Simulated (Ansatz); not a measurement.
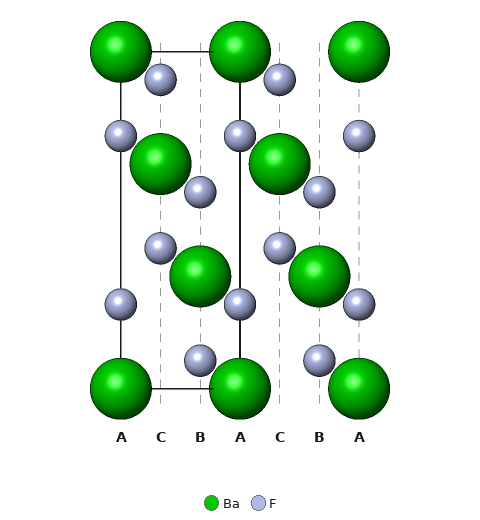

Projection along an edge of the hexagonal mesh, stacking direction [111] upwards. The dashed lines mark the three columns A (0, 0), B (1/3, 2/3) and C (2/3, 1/3). The box is the hexagonal cell of the face-centred cubic lattice. The sequence starts with the first layer at or above the cell's origin.

The compound is BaF2, taken as the geometry relaxed with DFT PBE, scalar-relativistic, plane waves, PAW in Ansatz 0.2.0.

> Read off the stacking sequence over one period.

Ba(A) – F(B) – F(A) – Ba(B) – F(C) – F(B) – Ba(C) – F(A) – F(C) (nine layers in 10.82 Å).
